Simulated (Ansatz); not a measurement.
## Two runs on TiO

System: TiO (P6₃/mmc, 4 atoms in the cell).
Method of the first run: DFT PBEsol, scalar-relativistic, plane waves, PAW, no spin polarisation (Ansatz 0.2.0).

The structure derives from a Materials Project entry. Text and figures count atoms from 1; the logs count them from 0 in places.

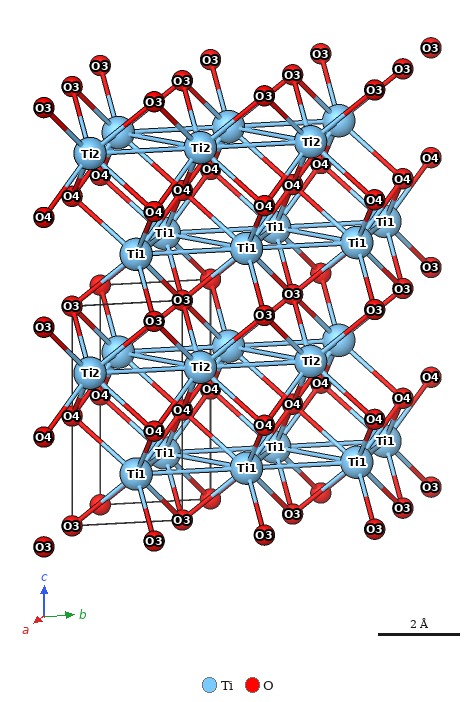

The input geometry (ball-and-stick view of the cell of the calculation, repeated 2 × 3 × 2, seen slightly off an axis; atoms are numbered from 1 in the order of the input). An atom can appear more than once, as a periodic image. Near neighbours in the periodic cell (some may lie outside the picture): Ti has 6 O at 2.16 Å and 6 Ti at 2.85 Å; O has 6 Ti at 2.16 Å.

## Input, the first run
```yaml
crystal:
  lattice:
    - [2.8516080131, 0.0, 0.0]
    - [-1.4258040066, 2.469564981, 0.0]
    - [0.0, 0.0, 5.567503]
  atoms:
    - { symbol: Ti, position: [0.3333333333, 0.6666666667, 0.25] }
    - { symbol: Ti, position: [0.6666666667, 0.3333333333, 0.75] }
    - { symbol: O, position: [0.0, 0.0, 0.0] }
    - { symbol: O, position: [0.0, 0.0, 0.5] }
basis:
  ecutwfc: 150
kpoints:
  mp_grid: { grid: [18, 18, 8] }
hamiltonian:
  xc: pbesol
scf:
  occupations: { method: gaussian, width: 0.1 }
output:
  forces: true
  stress: true
  eigenvalues: true
```

Launched with:
```bash
ansatz run input.yaml --threads 1 --pin off --max-ram 2560MiB --backend cpu --events-out ev --progress --plain --runs-dir out
```

Hardware: 1 thread of Arm Neoverse V2, 24 GiB of memory available, shared host.

## Output, shortened to warnings, some set-up lines, iterations and results (the first run)
```
Warning: basis.ecutwfc = 150 eV is below the records' recommended 420 eV, and the density's cutoff is lower with it unless basis.ecutrho_ratio is high enough to keep the records' density cutoff: compare with a run at a higher cutoff
Basis set: ecut = 150 eV, 161 PW (Γ), exchange–correlation on 24×24×48 points (8 copies of the dense FFT grid, shifted against one another)
Symmetry: 24 space group operations
k-points: 185 of 2592
Initial density: superposition of atomic densities (neutral atoms: chi_scale 0, normalization atom), corrected by the library's trained network
[...]
SCF iter   1: F=—  HF=-6006.876819 eV  |F-HF|=—  |Δ(HF+E_count)|=         —  Δρ=3.61e-1  dr2=2.64e1  ethr=1.77e-3  ⟨swp⟩=4.1  Hψ=16657  notcnv=0
SCF iter   2: F=—  HF=-5994.555704 eV  |F-HF|=—  |Δ(HF+E_count)|=    1.23e1  Δρ=1.62e-1  dr2=4.61e0  ethr=1.77e-3  ⟨swp⟩=2.9  Hψ=10644  notcnv=0
SCF iter   3: F=—  HF=-5991.817961 eV  |F-HF|=—  |Δ(HF+E_count)|=    2.74e0  Δρ=1.84e-2  dr2=3.72e-2  ethr=1.77e-3  ⟨swp⟩=2.3  Hψ=9560  notcnv=0
SCF iter   4: F=—  HF=-5991.863989 eV  |F-HF|=—  |Δ(HF+E_count)|=   4.60e-2  Δρ=6.81e-3  dr2=1.10e-2  ethr=1.03e-4  ⟨swp⟩=4.4  Hψ=25945  notcnv=0
SCF iter   5: F=—  HF=-5991.867396 eV  |F-HF|=—  |Δ(HF+E_count)|=   3.41e-3  Δρ=1.93e-3  dr2=9.56e-4  ethr=3.06e-5  ⟨swp⟩=1.0  Hψ=6290  notcnv=0
SCF iter   6: F=—  HF=-5991.867552 eV  |F-HF|=—  |Δ(HF+E_count)|=   1.56e-4  Δρ=3.17e-4  dr2=3.39e-5  ethr=2.65e-6  ⟨swp⟩=1.4  Hψ=5611  notcnv=0
SCF iter   7: F=—  HF=-5991.855802 eV  |F-HF|=—  |Δ(HF+E_count)|=   1.18e-2  Δρ=1.56e-4  dr2=9.24e-6  ethr=9.41e-8  ⟨swp⟩=2.0  Hψ=7350  notcnv=0
SCF iter   8: F=—  HF=-5991.855800 eV  |F-HF|=—  |Δ(HF+E_count)|=   1.89e-6  Δρ=5.76e-5  dr2=1.05e-6  ethr=2.57e-8  ⟨swp⟩=2.0  Hψ=6214  notcnv=0
SCF iter   9: F=-5991.855799 eV  HF=-5991.855799 eV  |F-HF|=6.70e-8  |Δ(HF+E_count)|=   2.57e-7  Δρ=1.68e-5  dr2=9.06e-8  ethr=2.78e-10  ⟨swp⟩=4.1  Hψ=17039  notcnv=0
SCF 1 converged in 9 iterations: F = -5991.855799 eV  dr2 = 9.06e-8
SCF converged after 9 iterations
Free energy (F): -5991.855799 eV
Harris-Foulkes:  -5991.855799 eV  (|F-HF|=6.70e-8)
Internal energy: -5991.852356 eV  (E = F + TS)
E sigma→0 (E₀):  -5991.854078 eV
Entropy (-TS):   -0.003444 eV (-0.861 meV/atom)
Fermi energy:    18.206945 eV
--- Per-component energies (eV) ---
  E_band       = -252.046171
  E_kinetic    = 974.919705
  E_local      = -1643.080257  (includes V_loc(G=0)·N_el)
  E_nonlocal   = 45.843647
  E_hartree    = 612.231923
  E_xc         = -368.938293
  E_vxc        = -469.425894  (∫ρ·V_xc dr)
  E_paw        = -2307.869411  (= ΣΔE_a)
  E_vpaw       = -384.872685  (= ΣTr[D̂ρ^β])
  E_aug_tail   = 0.107388  (compensation charges beyond the density's cutoff)
  E_ewald      = -3305.416402
  E_core_change = 0.349344  (= ΣΔE_core)
  E_smearing   = -0.003444  (= −TS)
  E_closure    = -0.000000  (closes the sum)
  Σ components = -5991.855799   (vs F -5991.855799, Δ=0.00e0)
--- Forces (eV/Å), atoms counted from 1 ---
  atom   1  Ti    -0.00000000    -0.00000000     0.00000000
  atom   2  Ti     0.00000000     0.00000000     0.00000000
  atom   3  O      0.00000000     0.00000000     0.00000000
  atom   4  O      0.00000000     0.00000000    -0.00000000
  max |Σ_I F_I| component: 4.63e-18 eV/Å
--- Stress (GPa, compression-positive) ---
       26.668120       0.000000       0.000000
       -0.000000      26.668120       0.000000
        0.000000       0.000000      80.794731
  P = ⅓ Tr σ = 44.7103 GPa (447.103 kbar)
```

For the second run the input was changed thus:
```diff
-  ecutwfc: 150
+  ecutwfc: 380
```

Predict how the results change.

The free energy of the second run is 20684.0 meV per atom lower, which measures how much it depends on this numerical setting. The pressure goes from 44.71 to −10.00 GPa. More plane waves can only lower the energy of a fixed Hamiltonian, so the higher cutoff gives the lower value. The SCF takes 7 iterations against 9. The plane waves at Γ go from 161 to 659. On the same kind of shared host the second run took about 1.7 times as long.

## Output, shortened to warnings, some set-up lines, iterations and results (the second run)
```
Warning: basis.ecutwfc = 380 eV is below the records' recommended 420 eV, and the density's cutoff is lower with it unless basis.ecutrho_ratio is high enough to keep the records' density cutoff: compare with a run at a higher cutoff
Basis set: ecut = 380 eV, 659 PW (Γ), exchange–correlation on 40×40×72 points (8 copies of the dense FFT grid, shifted against one another)
Symmetry: 24 space group operations
k-points: 185 of 2592
Initial density: superposition of atomic densities (neutral atoms: chi_scale 0, normalization atom), corrected by the library's trained network
[...]
SCF iter   1: F=—  HF=-6074.624292 eV  |F-HF|=—  |Δ(HF+E_count)|=         —  Δρ=2.17e-2  dr2=1.23e-1  ethr=1.77e-3  ⟨swp⟩=4.3  Hψ=16512  notcnv=0
SCF iter   2: F=—  HF=-6074.594681 eV  |F-HF|=—  |Δ(HF+E_count)|=   2.96e-2  Δρ=8.20e-3  dr2=1.43e-2  ethr=3.43e-4  ⟨swp⟩=2.0  Hψ=7496  notcnv=0
SCF iter   3: F=—  HF=-6074.592409 eV  |F-HF|=—  |Δ(HF+E_count)|=   2.27e-3  Δρ=3.66e-3  dr2=3.45e-3  ethr=3.97e-5  ⟨swp⟩=3.0  Hψ=7678  notcnv=0
SCF iter   4: F=—  HF=-6074.591760 eV  |F-HF|=—  |Δ(HF+E_count)|=   6.49e-4  Δρ=9.78e-4  dr2=2.92e-4  ethr=9.57e-6  ⟨swp⟩=2.0  Hψ=5375  notcnv=0
SCF iter   5: F=—  HF=-6074.591697 eV  |F-HF|=—  |Δ(HF+E_count)|=   6.31e-5  Δρ=2.05e-4  dr2=1.38e-5  ethr=8.10e-7  ⟨swp⟩=2.0  Hψ=4495  notcnv=0
SCF iter   6: F=—  HF=-6074.591763 eV  |F-HF|=—  |Δ(HF+E_count)|=   6.66e-5  Δρ=3.55e-5  dr2=3.34e-7  ethr=3.83e-8  ⟨swp⟩=2.0  Hψ=5547  notcnv=0
SCF iter   7: F=-6074.591763 eV  HF=-6074.591763 eV  |F-HF|=9.19e-9  |Δ(HF+E_count)|=   4.83e-8  Δρ=9.30e-6  dr2=2.37e-8  ethr=2.78e-10  ⟨swp⟩=5.1  Hψ=15831  notcnv=0
SCF 1 converged in 7 iterations: F = -6074.591763 eV  dr2 = 2.37e-8
SCF converged after 7 iterations
Free energy (F): -6074.591763 eV
Harris-Foulkes:  -6074.591763 eV  (|F-HF|=9.19e-9)
Internal energy: -6074.588167 eV  (E = F + TS)
E sigma→0 (E₀):  -6074.589965 eV
Entropy (-TS):   -0.003596 eV (-0.899 meV/atom)
Fermi energy:    16.811085 eV
--- Per-component energies (eV) ---
  E_band       = -204.823822
  E_kinetic    = 900.760664
  E_local      = -1812.552806  (includes V_loc(G=0)·N_el)
  E_nonlocal   = 114.889787
  E_hartree    = 719.351298
  E_xc         = -341.998427
  E_vxc        = -434.051131  (∫ρ·V_xc dr)
  E_paw        = -2349.977071  (= ΣΔE_a)
  E_vpaw       = -412.580177  (= ΣTr[D̂ρ^β])
  E_aug_tail   = 0.005446  (compensation charges beyond the density's cutoff)
  E_ewald      = -3305.416402
  E_core_change = 0.349344  (= ΣΔE_core)
  E_smearing   = -0.003596  (= −TS)
  E_closure    = -0.000000  (closes the sum)
  Σ components = -6074.591763   (vs F -6074.591763, Δ=0.00e0)
--- Forces (eV/Å), atoms counted from 1 ---
  atom   1  Ti    -0.00000000    -0.00000000     0.00000000
  atom   2  Ti     0.00000000     0.00000000     0.00000000
  atom   3  O      0.00000000     0.00000000     0.00000000
  atom   4  O      0.00000000     0.00000000     0.00000000
  max |Σ_I F_I| component: 2.78e-17 eV/Å
--- Stress (GPa, compression-positive) ---
       -9.073104      -0.000000       0.000000
        0.000000      -9.073104       0.000000
        0.000000       0.000000     -11.865589
  P = ⅓ Tr σ = -10.0039 GPa (-100.039 kbar)
```

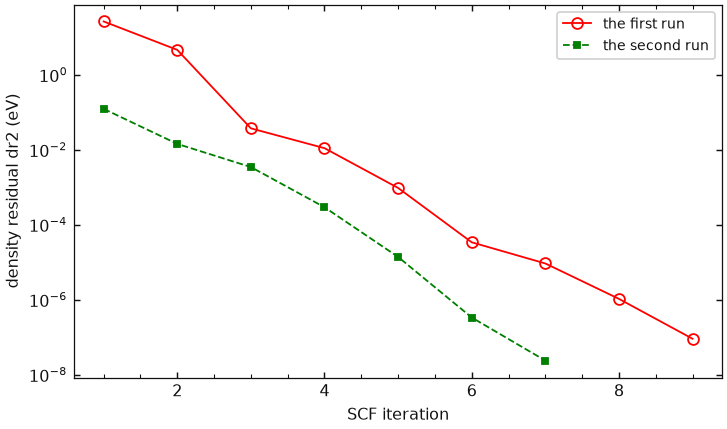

Convergence of the two runs: density residual dr2 against the SCF iteration. The first run takes 9 iterations in all, and the second run takes 7.

## The two runs side by side

```csv
quantity,the first run,the second run
outcome,converged,converged
free energy per atom (eV),−1497.9639,−1518.6479
"energy per atom, smearing taken to zero (eV)",−1497.9635,−1518.6475
gap on the mesh (eV),0.00,0.00
pressure (GPa),44.71,−10.00
largest force (eV/Å),0.000,0.000
SCF iterations,9,7
irreducible k-points,185,185
plane waves at Γ,161,659
wall time (shared host),3.5 s,5.9 s
```

For both runs: Warnings: the cutoff is below the recommended one.
